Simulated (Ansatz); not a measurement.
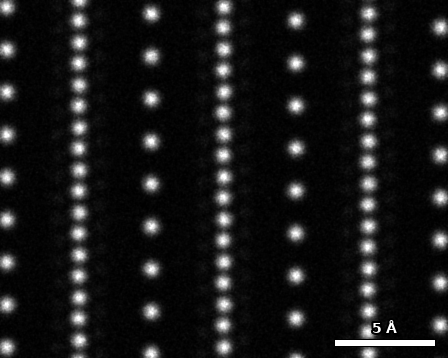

HAADF-like image of a crystal. The image is simulated as a sum over atoms of Z^1.7, blurred by a 0.57 Å probe (no channelling). Shot noise was added.

Q: Measure the repeat of the pattern.

A: The pattern repeats on an oblique net of 2.2 × 7.3 Å with an angle of 93°.

Q: What is the plane group of the image?

A: p2: twofold rotation points, no mirror or glide lines.

The crystal is Sn3O4 (C2/m, No. 12) seen along [021]. Structure: coordinates from a relaxation with Ansatz, DFT PBE, scalar-relativistic, plane waves, PAW; the starting structure was generated, so it need not be a known form of this composition.
